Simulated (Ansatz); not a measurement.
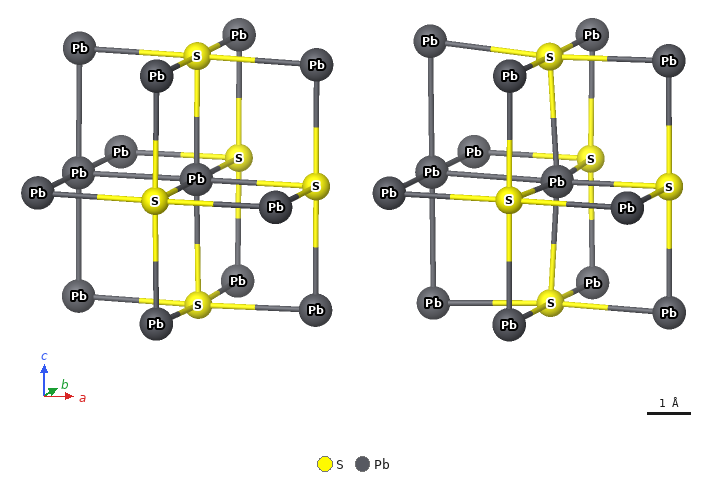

Two geometries of a defect cell of composition S31Pb33 (cell charge +2), drawn at one scale. One is the start of a relaxation, the other its converged end. The picture is a ball-and-stick view of the atoms within 4.2 Å of the atom that moves most (axes of the cell of the calculation (origin shifted)), seen slightly off an axis.

Theory: Ansatz 0.2.0, DFT, PBEsol, PAW, plane waves. Settings: plane-wave cutoff 420 eV; k-point mesh 1 × 1 × 1; mesh shifted by (0.25, 0.25, 0.25); collinear spin; atoms relaxed in a fixed cell; force threshold 0.03 eV/Å; at most 80 steps.

Question: Which of the two is the end point?

Answer: The right one is the relaxed one. The atoms of the start lie slightly off their symmetric places, so part of the fall in energy undoes that. The largest move is that of a Pb atom, 0.20 Å roughly along [3 0 −1]. By element the largest moves are Pb 0.20 Å, S 0.06 Å. The lattice vectors keep their values. Among the contacts that change: Pb–S 2.973 → 2.774 Å, Pb–Pb 2.937 → 3.127 Å, Pb–Pb 2.965 → 3.126 Å, Pb–S 2.904 → 3.006 Å. Among the angles between lasting bonds that change: S–Pb–S 179.8° → 172.5°, S–Pb–S 178.6° → 172.5°, S–Pb–Pb 90.5° → 85.4°. The energy falls by 0.715 eV per cell of the calculation in 4 geometry steps. Largest force component: 1.1 eV/Å at the start, 0.015 eV/Å at the end. The run took 5.8 s on 1 × NVIDIA GB200 with 8 threads of Arm Neoverse-V2, peak memory 2.1 GiB.

Limits of the set-up: the cell is charged, on a uniform background, and energies carry no finite-size correction.
